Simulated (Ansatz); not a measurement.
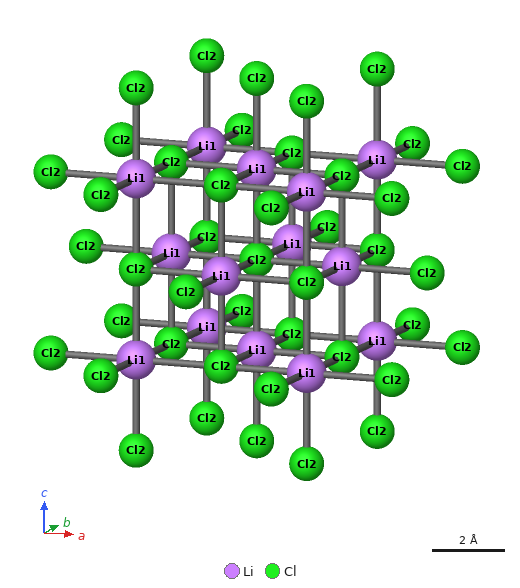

Reference structure: a symmetric starting cell of LiCl. Style: ball-and-stick. Shown: the conventional cell (4 times the calculation's cell), slightly off an axis. Lengths and directions refer to the drawn axes.

These are results of DFT PBE, scalar-relativistic, plane waves, PAW (Ansatz 0.2.0), not measurements. Set-up: plane-wave cutoff 420 eV; k-point mesh 8 × 8 × 8; occupations gaussian; smearing width 0.02 eV; no spin polarisation.

Now this is done to it. All lengths are scaled by +2.7 % (volume +8.4 %), the atoms keeping their fractional coordinates. No relaxation follows. The starting cell wasn't computed here and needn't be at equilibrium, so pressure and forces aren't due to the change alone.

The input:
```yaml
crystal:
  lattice:
    - [0.0, 2.6343419388, 2.6343419388]
    - [2.6343419388, 0.0, 2.6343419388]
    - [2.6343419388, 2.6343419388, 0.0]
  atoms:
    - { symbol: Li, position: [0.0, 0.0, 0.0] }
    - { symbol: Cl, position: [0.5, 0.5, 0.5] }
basis:
  ecutwfc: 420
kpoints:
  mp_grid: { grid: [8, 8, 8] }
hamiltonian:
  xc: pbe
scf:
  occupations: { method: gaussian, width: 0.02 }
output:
  forces: true
  stress: true
  eigenvalues: true
```

Command:
```bash
ansatz run input.yaml --threads 1 --pin off --max-ram 1331MiB --backend cpu --events-out ev --progress --plain --runs-dir out
```

> Predict the response.

The pressure is −1.9 GPa (not all of it need come from the change, since the unchanged cell can be under pressure at this level too). All forces vanish by symmetry. Some distances before and after: Cl–Li 2.565 → 2.634 Å. The space group stays Fm-3m (No. 225).

Drawn alike, the variant:

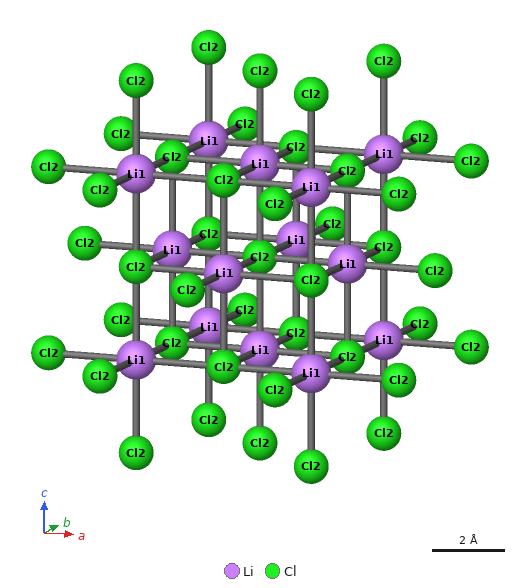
